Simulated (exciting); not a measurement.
Consider CdSe (Cadmoselite), space group P6_3mc.

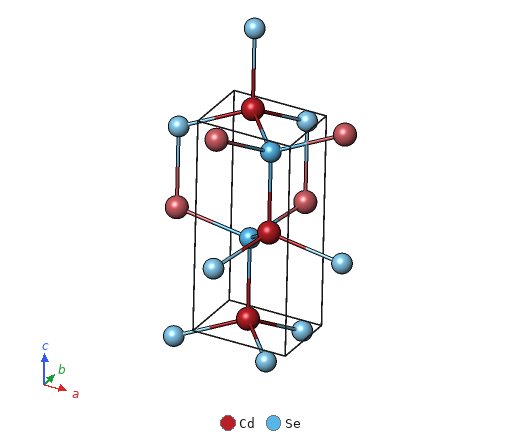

The structure (cadmium red, selenium blue). Some periodic images of atoms are drawn too.

```xyz
4
Lattice="4.3000 0.0000 0.0000 -2.1500 3.7239 0.0000 0.0000 0.0000 7.0200" Properties=species:S:1:pos:R:3 pbc="T T T"
Cd    2.1500    1.2413    3.5100
Cd    0.0000    2.4826    0.0000
Se    2.1500    1.2413    6.2127
Se    0.0000    2.4826    2.7027
```

Absorber: atom 3, with 3 Cd at 2.61 Å and 1 Cd at 2.70 Å (distorted tetrahedral, site symmetry 3m). Method: exciting, all-electron LAPW+lo, PBE, exchange and screened direct term (singlet BSE), 4×4×2 shifted k points, 38 conduction bands, |G+q| up to 3 bohr⁻¹, full RPA screening with nempty = 70, Lorentzian half width 1.17 eV.

The database entry behind the starting cell differs from later determinations by our own check (inner coordinate of an old entry), so it need not match the best structure at ambient conditions.

What does the Se K spectrum look like, and is there a bound core exciton?

Bound core exciton? Undecided on this mesh: the first bright state (over 5 % of the brightest) lies at 0.72 eV from the Kohn–Sham onset and at -0.59 eV from the lowest bare transition of its own mesh. Maxima (height): 3.6 eV (1.00) and 13.3 eV (0.49).

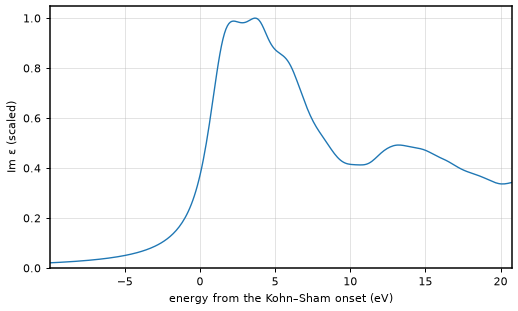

Energy from the Kohn–Sham onset, core level to the lowest empty state found on the meshes used; Im ε in relative units.

Binding energies aren't converged on 32 k points, and fine structure above the first lines is partly noise of the mesh. Exchange and the short-range direct term aren't converged in the kernel cutoff. The zero comes from the unshifted 4×4×2 ground-state mesh; it is exact only where the band minimum lies on that mesh. The structure is a published determination, not relaxed.

[Banner, clock and machine lines of the logs are left out without a mark of their own.]

[Logs are printed without paths, hosts, clocks, repeated set-up lines and the standing remarks that a program may print on its own settings, such as how far it seeks lower states.]

[Hosts, paths, dates, database ids (printed as entryN), source tags and the programs' standing remarks are cut or masked in the printed files.]
